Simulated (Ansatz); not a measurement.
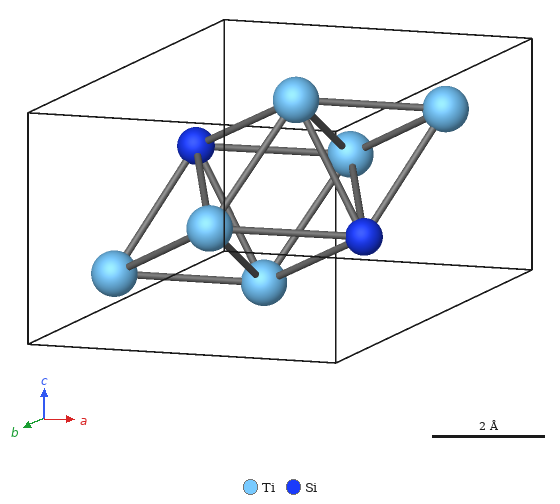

Normal modes of a crystal of Ti3Si, space group P6₃/mmc (No. 194), at the zone centre. The picture is a ball-and-stick view of the cell of the calculation, seen from a free direction.

Theory: DFT PBEsol, scalar-relativistic, plane waves, PAW (Ansatz 0.2.0). (plane-wave cutoff 420 eV; k-point mesh 6 × 6 × 8; occupations fermi dirac; smearing width 0.15 eV; no spin polarisation)

The frequencies depend somewhat on the k-mesh and the smearing.

### List the optical modes.

The calculation's cell holds 8 atoms, so there are 21 optical modes, in 13 levels. No level is unstable.

| level | symmetry | frequency (cm⁻¹) | activity |
| --- | --- | --- | --- |
| 1 | E₂g | 84 | Raman-active |
| 2 | E₁g | 139 | Raman-active |
| 3 | A₂g | 147 | silent |
| 4 | E₂g | 194 | Raman-active |
| 5 | B₁g | 205 | silent |
| 6 | E₂u | 249 | silent |
| 7 | E₁u | 263 | infrared-active |
| 8 | B₁u | 276 | silent |
| 9 | B₂u | 281 | silent |
| 10 | A₁g | 288 | Raman-active |
| 11 | triply degenerate | 296 | not assigned |
| 12 | B₁g | 318 | silent |
| 13 | E₂g | 320 | Raman-active |

The crystal is a metal, so free carriers screen the infrared response.

The modes drawn as arrows (one member of each degenerate set), 6 of the levels:

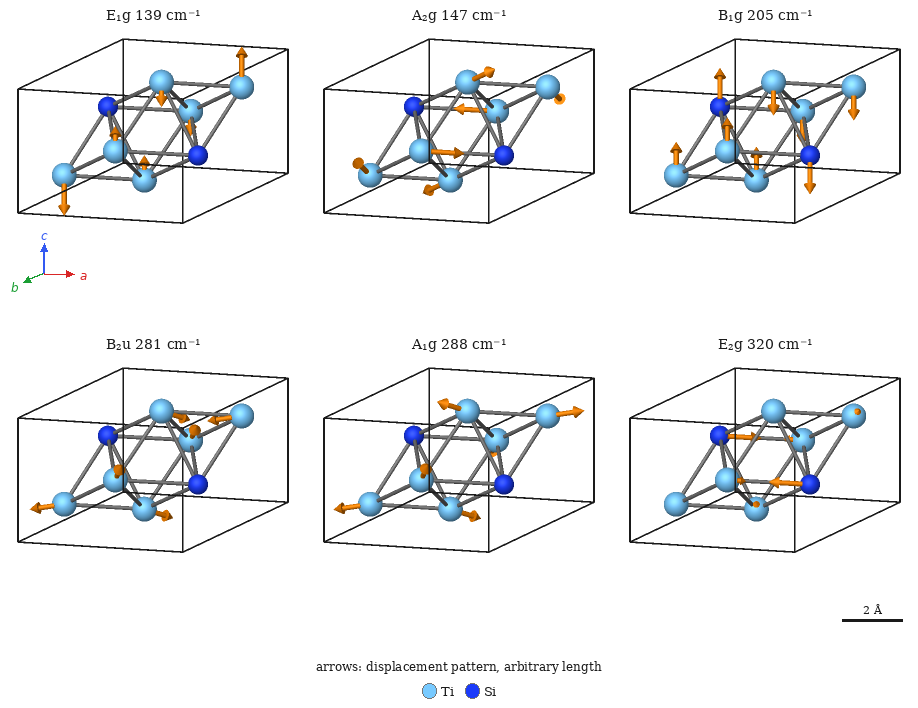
